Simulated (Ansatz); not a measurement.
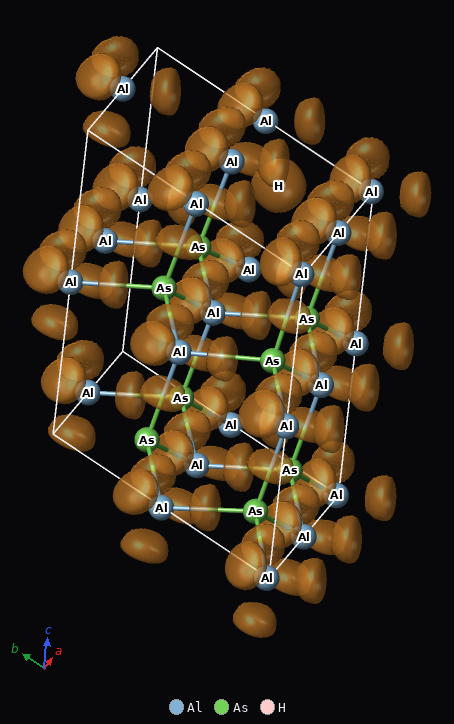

*Al₈As₈H (cell with a defect). Isosurface of the electron localisation function at 0.8 (orange), seen at an oblique angle. Only the valence region is drawn (cores and ρ < 0.01 e/Å³ removed). Sticks mark near contacts.*

Spin-polarised.

Level of theory: DFT PBE, scalar-relativistic, plane waves, PAW in Ansatz 0.2.0.

Input

```
crystal:
  lattice:
    - [0.0, 5.727912321, -5.727912321]
    - [5.727912321, 5.727912321, 0.0]
    - [5.727912321, 0.0, -5.727912321]
  atoms:
    - { symbol: Al, position: [0.0, 0.0, 0.5] }
    - { symbol: Al, position: [0.0, 0.5, 0.5], spin: 0.091 }
    - { symbol: Al, position: [0.5, 0.0, 0.5] }
    - { symbol: Al, position: [0.5, 0.5, 0.5] }
    - { symbol: Al, position: [0.0, 0.0, 1.0], spin: 0.091 }
    - { symbol: Al, position: [0.0, 0.5, 1.0], spin: 0.091 }
    - { symbol: Al, position: [0.5, 0.0, 1.0] }
    - { symbol: Al, position: [0.5, 0.5, 1.0], spin: 0.091 }
    - { symbol: As, position: [0.125, 0.125, 0.125], spin: 0.091 }
    - { symbol: As, position: [0.125, 0.625, 0.125] }
    - { symbol: As, position: [0.625, 0.125, 0.125], spin: 0.091 }
    - { symbol: As, position: [0.625, 0.625, 0.125], spin: 0.091 }
    - { symbol: As, position: [0.125, 0.125, 0.625], spin: 0.091 }
    - { symbol: As, position: [0.125, 0.625, 0.625], spin: 0.091 }
    - { symbol: As, position: [0.625, 0.125, 0.625] }
    - { symbol: As, position: [0.625, 0.625, 0.625], spin: 0.091 }
    - { symbol: H, position: [0.875, 0.375, 0.875], spin: 0.091 }
  host:
    lattice:
      - [0.0, 2.8639561605, 2.8639561605]
      - [2.8639561605, 0.0, 2.8639561605]
      - [2.8639561605, 2.8639561605, 0.0]
    atoms:
      - { symbol: Al, position: [0.0, 0.0, 0.0] }
      - { symbol: As, position: [0.75, 0.75, 0.75] }
basis:
  ecutwfc: 420
  xc_grid: 2
kpoints:
  mp_grid: { grid: [2, 2, 2], shift: [0.0, 0.0, 0.0] }
hamiltonian:
  xc: pbe
scf:
  occupations: { method: gaussian, width: 0.01 }
output:
  forces: true
  stress: false
  eigenvalues: true
  populations: true
  charged_corrections:
    defect_position: [0.875, 0.375, 0.875]
    epsilon: [[11.5641, 0.0, 0.0], [0.0, 11.5641, 0.0], [0.0, 0.0, 11.5641]]
  write_density: true
  write_potential: true
  elf: true
  volumetric_format: npy
magnetization:
  spin_polarized: true
relax:
  adjacent_minimum: "off"
  f_tol: 0.025
  max_steps: 45
```

Run with:

```sh
ansatz run input.yaml --threads 4 --pin off --max-ram 8192MiB --backend cpu --events-out ev --progress --plain --runs-dir out
```

The fields are those of the relaxed geometry.

> Where are the electrons localised?

The surface consists of 32 regions between bonded Al–As atoms and one region around a hydrogen nucleus, counted in one cell of 17 atoms. Any copies at cell faces, edges or corners count once. Along the contacts the grid gives the following. Al–H (2.42 Å): the ELF climbs to about 1 towards the hydrogen. Al–As (2.47 Å): the ELF peaks at about 0.90 between the atoms.

> Metal or insulator at this level of theory?

It is metallic or semimetallic at this level of theory: no gap opens.
